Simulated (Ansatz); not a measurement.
## Electronic structure of In₅P₃ (cell charge −1, with a compensating background) (distorted or defective cell) in real space

```xyz
8
Lattice="0.0000 0.0000 -5.9598 0.0000 -5.9598 0.0000 -5.9598 0.0000 0.0000" Properties=species:S:1:pos:R:3 pbc="T T T"
In   -0.0468   -5.9129   -5.9129
In   -2.9331   -3.0267   -5.9129
In   -2.9331   -5.9129   -3.0267
In   -0.0468   -3.0267   -3.0267
In   -4.4698   -1.4899   -1.4899
P    -1.4899   -4.4698   -1.4899
P    -1.4899   -1.4899   -4.4698
P    -4.4698   -4.4698   -4.4698
```

Spin-polarised.

Computed with Ansatz 0.2.0, DFT PBE, scalar-relativistic, plane waves, PAW.

In a PAW calculation such maps are meaningful between the atoms, not at the nuclei.

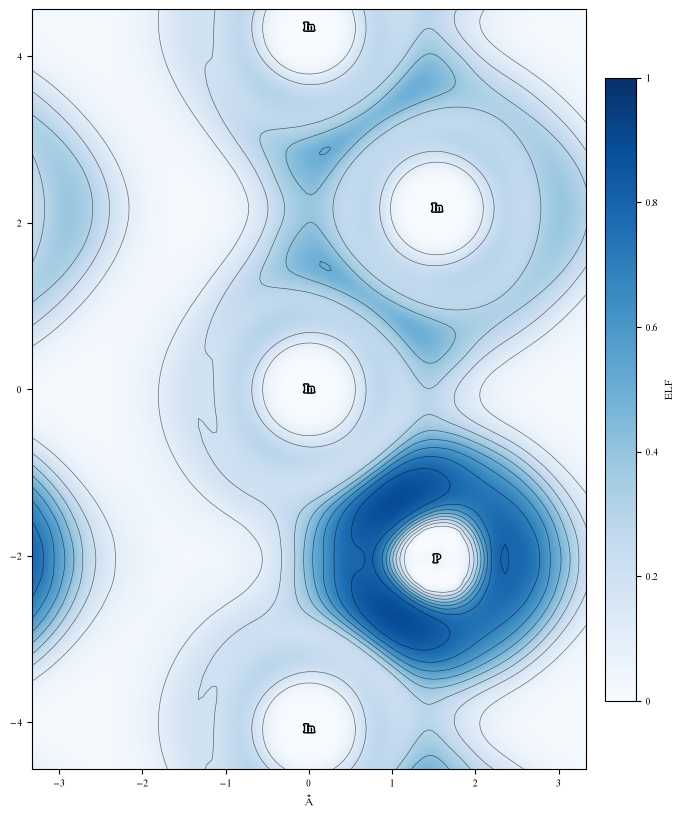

Figure 1. ELF on the (110) plane of the calculation cell.

### Read the bonding off the picture.

Atoms in the plane: In and P. In–P (2.55 Å): the ELF peaks at about 0.90 in the valence shell of P, 0.9 Å from its nucleus, and is about 0.50 at the midpoint. In–In (2.66 Å): the ELF is about 0.45 at the midpoint.

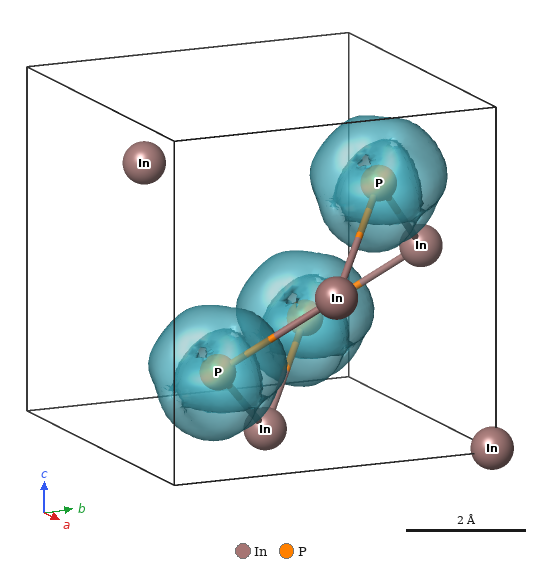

Figure 2. Isosurface of the ELF at 0.75 (cyan), seen at an oblique angle. Core shells and regions of very low density are left out. Sticks mark near contacts.

### Where are the electrons localised?

The ELF exceeds this value in three regions wrapped around P (the valence shell of each), counted in one cell of 8 atoms. Regions shared between cells count once.

### Does the calculation make it a metal, or give it a gap?

It is metallic or semimetallic at this level of theory: no gap opens.
